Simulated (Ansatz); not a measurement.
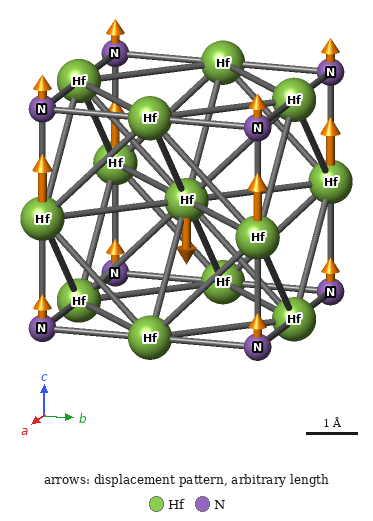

One vibrational mode of a crystal of Hf4N (a generated structure) at the zone centre. Displacements are drawn as orange arrows; their common scale and sign are arbitrary. A ball-and-stick model of the cell of the calculation, seen slightly off an axis.

All numbers below come from DFT PBE, scalar-relativistic, plane waves, PAW in Ansatz 0.2.0.

Input
```yaml
crystal:
  lattice:
    - [4.5152076564, 0.0, 0.0]
    - [0.0, 4.5152076564, 0.0]
    - [0.0, 0.0, 4.5152076564]
  atoms:
    - { symbol: Hf, position: [0.5, 0.0, 0.0] }
    - { symbol: Hf, position: [0.0, 0.5, 0.0] }
    - { symbol: Hf, position: [0.0, 0.0, 0.5] }
    - { symbol: Hf, position: [0.5, 0.5, 0.5] }
    - { symbol: "N", position: [0.0, 0.0, 0.0] }
basis:
  ecutwfc: 420
kpoints:
  mp_grid: { grid: [8, 8, 8] }
hamiltonian:
  xc: pbe
scf:
  occupations: { method: fermi_dirac, width: 0.15 }
output:
  eigenvalues: true
phonons:
  method: dfpt
  eigenvectors: true
```

Launched with:
```bash
ansatz run input.yaml --threads 1 --pin off --max-ram 3072MiB --backend cpu --events-out ev --progress --plain --runs-dir out
```

The frequencies depend somewhat on the k-mesh and the smearing.

Q: Describe the mode and give its frequency.

A: This is the T₁u mode (triply degenerate; one member of the set is drawn) at 139 cm⁻¹, optical level 3 of 4, counted from below, infrared-active by symmetry. All motion is along c; the kinetic energy is shared as Hf 99 %, N 1 %. The crystal is a metal, so free carriers screen the infrared response.
